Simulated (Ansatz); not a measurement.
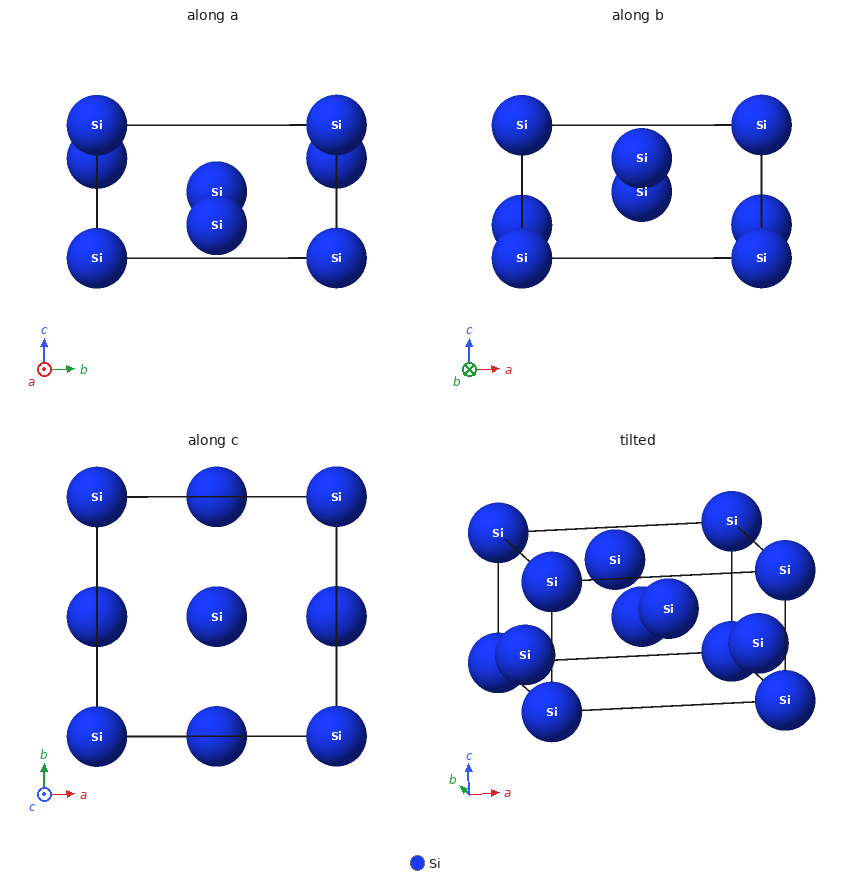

View along the a axis, along the b axis, along the c axis and slightly off an axis, drawn as a spheres-only model. Atoms at the boundary of the drawn cell (a repeat of the simulation cell) (the box) are drawn once for each face, edge or corner they touch.

Lattice parameters: a = 4.5902 Å, b = 4.5902 Å, c = 2.5484 Å, α = 89.939°, β = 89.939°, γ = 89.917°.

Question: Put the structure into a CIF in P1 with every atom of the cell.

Answer:
```cif
data_structure
_symmetry_space_group_name_H-M 'P 1'
_symmetry_Int_Tables_number 1
_cell_length_a 4.5902
_cell_length_b 4.5902
_cell_length_c 2.5484
_cell_angle_alpha 89.939
_cell_angle_beta 89.939
_cell_angle_gamma 89.917
_cell_volume 53.69
loop_
_atom_site_label
_atom_site_type_symbol
_atom_site_fract_x
_atom_site_fract_y
_atom_site_fract_z
_atom_site_occupancy
Si1 Si 0.0000 0.0000 0.0000 1
Si2 Si 0.0000 0.5000 0.2500 1
Si3 Si 0.5000 0.0000 0.7500 1
Si4 Si 0.5000 0.5000 0.5000 1
```

Its origin is a structure type filled with this element by a generator (whether the element takes this form wasn't checked). Earlier steps of the study may have refined or changed the cell and positions. It went into a calculation with Ansatz.

At this level of theory the cell isn't at rest (compressed, at 19 GPa), so its distances can differ from those at equilibrium, the more so the softer the solid.
